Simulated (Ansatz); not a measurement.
Here is a crystal structure:

```
CELL_PARAMETERS angstrom
4.85090 0.00000 0.00000
-2.42545 4.20100 0.00000
0.00000 0.00000 6.08545
ATOMIC_POSITIONS crystal
Sc 0.00000 0.00000 0.00000
Sc 0.00000 0.00000 0.50000
Sc 0.33333 0.66667 0.75000
Sc 0.66667 0.33333 0.25000
Al 0.33333 0.66667 0.25000
Al 0.66667 0.33333 0.75000
```

### Characterise the structure given above.

The material is Sc2Al. The symmetry is that of P6_3/mmc (No. 194), on a primitive hexagonal lattice. This arrangement goes by the name Ni₂In type. Counting shared atoms by their share gives 4 Sc, 2 Al, or 6 atoms. Each Al atom is coordinated by eleven Sc at 2.80 to 3.19 Å. Sc takes two kinds of site: 2a with eight Sc and six Al (3.04 to 3.19 Å to Sc, 3.19 Å to Al); 2d with six Sc and five Al (3.19 Å to Sc, 2.80 to 3.04 Å to Al). The bonds build a three-dimensional framework.

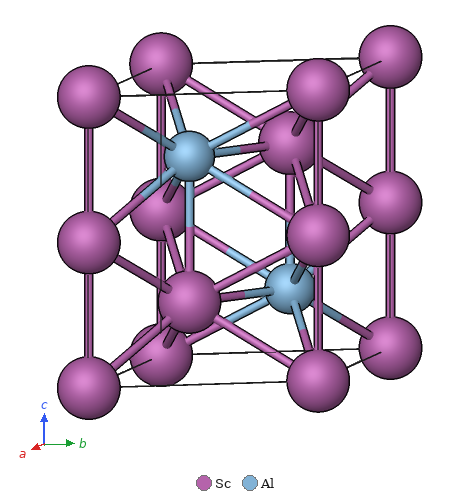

The figure gives a ball-and-stick picture of the atoms, viewed slightly off an axis. The parallelepiped is the conventional unit cell. Colours: scandium pink, aluminium light blue.

The structure comes from a structure listed in the Materials Project. This is the structure after a relaxation with DFT PBEsol, scalar-relativistic, plane waves, PAW in Ansatz.
